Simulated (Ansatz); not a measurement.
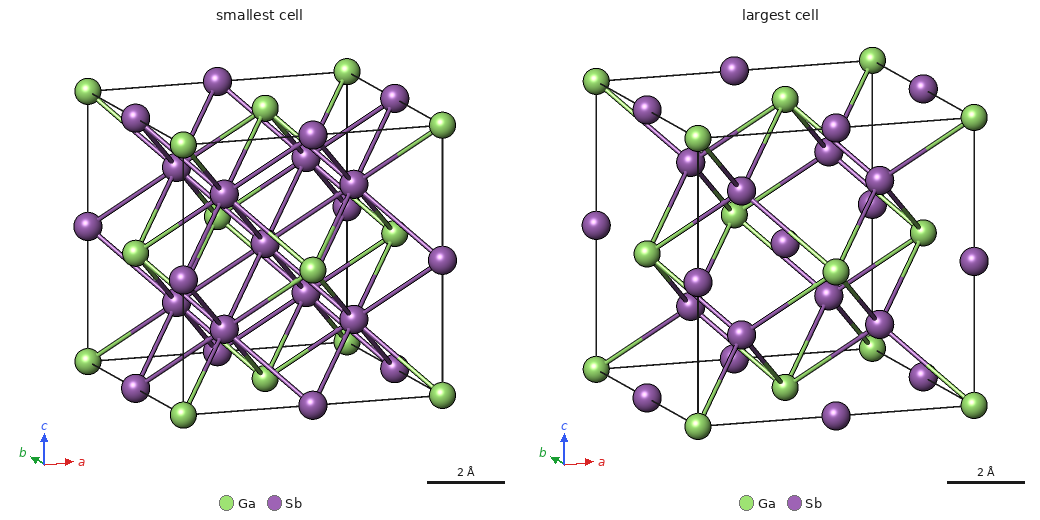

GaSb₃, D0₃ (BiF₃ or Fe₃Al type), space group Fm-3m (No. 225), relaxed (cell and atoms, zero pressure) with six functionals; the smallest and the largest of the relaxed conventional cells are drawn to one scale (sticks follow a distance rule). The start was a structure listed in the Materials Project. It needn't be the stable form of this composition.

Alike in all runs: Ansatz 0.2.0; potentials Ansatz PAW; cutoff 420 eV; k mesh 6 × 6 × 6 on the run's cell of 4 atoms; occupations fermi-dirac, width 0.05 eV; no spin polarisation; no spin-orbit coupling. All runs are metallic.

```tsv
level	volume (Å³/atom)	a (Å)
revPBE	26.19	7.483
PBE	25.67	7.434
PBEsol	?	?
BLYP	28.76	7.720
LDA	23.75	7.243
RPBE	26.40	7.503
```

**What does PBEsol give?**

Volume 24.24 Å³/atom; a 7.292 Å. That is between LDA and PBE in volume.

**Order the levels by the relaxed volume, smallest first.**

LDA (23.75 Å³/atom), PBEsol (24.24 Å³/atom), PBE (25.67 Å³/atom), revPBE (26.19 Å³/atom), RPBE (26.40 Å³/atom), BLYP (28.76 Å³/atom). Rows within a few tenths of a per cent can't be told apart.

Caveat: semilocal functionals underestimate gaps, so a compound with a small gap can come out metallic; the plane-wave basis is chosen anew once the cell has moved, so the energies of steps on either side of that aren't comparable; the relaxed volumes lie -9 to +11 % from the starting cell, and so large an expansion in one run leaves the basis less converged.
